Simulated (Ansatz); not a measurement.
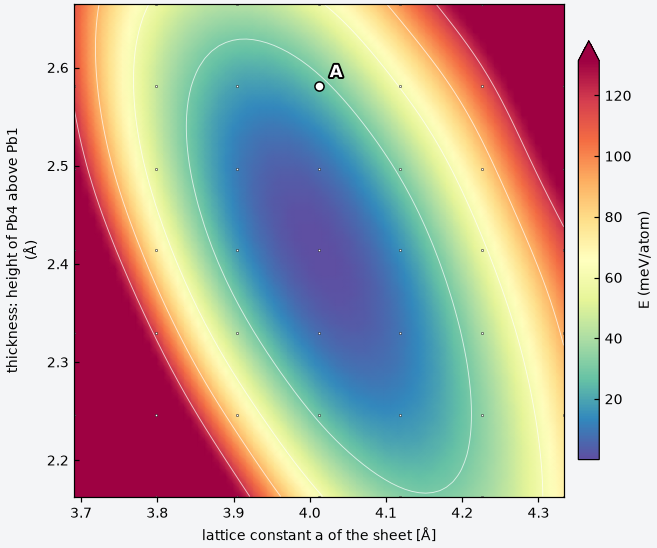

A two-dimensional sheet of PbO (4 atoms in the cell). 
- The lattice constant and the thickness of a sheet are varied, nothing relaxed.
- Coordinates scanned: (1) lattice constant a of the sheet (both vectors scaled alike); (2) thickness: height of Pb4 above Pb1, all heights scaled alike.
- The grid has 7 × 7 points.
- Points are written as (first, second).
- All energies are given in meV/atom relative to the lowest grid point.
- All numbers below come from Ansatz, DFT PBE+D3(BJ), scalar-relativistic, plane waves, PAW. Settings: cutoff 420 eV, k-mesh 6×6×1, gaussian smearing 0.02 eV, no spin polarisation.

Drawn: a smooth colour map with a few white contour lines, dots at the grid points, one colour for all values above the top of the scale, the point A. Between grid points the surface is interpolated.

Is A at rest? If not, where is it pushed?

A, at (4.012 Å, 2.581 Å), is not a stationary point. The computed force is 210 meV/atom for each Å towards smaller values of the first coordinate and 310 meV/atom for each Å towards smaller values of the second coordinate.
